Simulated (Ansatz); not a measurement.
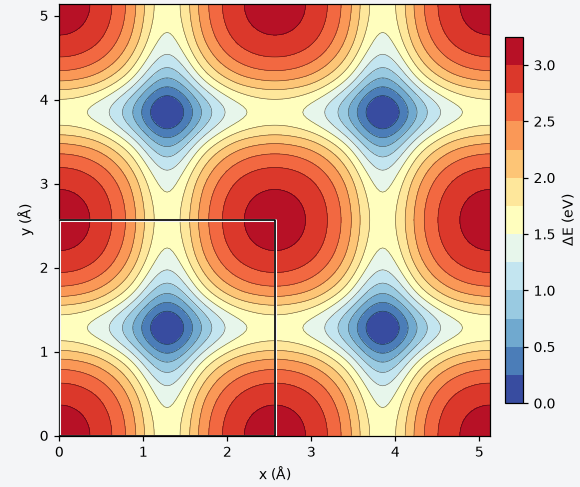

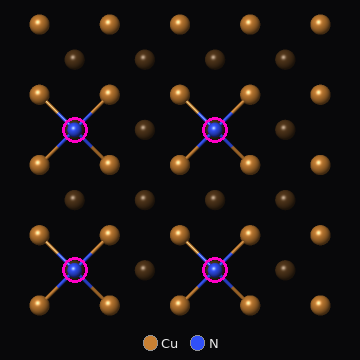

Energy landscape of N on a Cu(100) slab cut from the Fm-3m phase, its upper half relaxed before the scan (12 atoms of substrate and one adsorbate in a 2 × 2 cell). N is moved over the surface cell; relaxed at each place: the height of the adsorbate's atoms; substrate rigid; the origin of the map has the adsorbate above Cu9. Places are given modulo a cell vector. The map is drawn in real space over the plane of the surface. Grid: 6 × 6 points; 10 points were computed and 26 follow by symmetry. Places are given in fractions of the 1 × 1 surface cell. All energies are given in eV relative to the lowest grid point. Theory: DFT PBE, scalar-relativistic, plane waves, PAW in Ansatz. Settings: cutoff 420 eV, k-mesh 5×5×1, gaussian smearing 0.1 eV, no spin polarisation.

The picture shows filled contours, the outline of one cell of the 2 × 2 shown. Between grid points the surface is interpolated. The second picture is the structure at the lowest point; rings mark the moved atoms.

What does the map say about the system?

The lowest grid point is at a fourfold hollow over a second-layer Cu atom, (3/6, 3/6) of the cell vectors. No other kind of well shows on this grid. The highest grid point, the top site over a surface Cu atom, (0/6, 0/6) of the cell vectors, lies 3.11 eV above the lowest. On the interpolated surface the easiest way out of the lowest well to its copy in the next cell or period passes a barrier of about 1.6 eV. At the lowest point the adsorbate has 4 Cu at 1.89 Å as nearest neighbours, at the highest 1 Cu at 1.69 Å. Its relaxed height above the top atom is 0.55 Å at the lowest and 1.69 Å at the highest point.

Each point was launched as `ansatz run input.yaml --threads 4 --pin off --max-ram 12288MiB --backend cpu --events-out ev --progress --plain --runs-dir out`. Time for the 10 points that were run: 10 min on 4 threads of Intel(R) Xeon(R) Platinum 8259CL CPU @ 2.50GHz (Skylake/Cascade Lake), with other jobs on the host.

PAW datasets: the set soft_1.
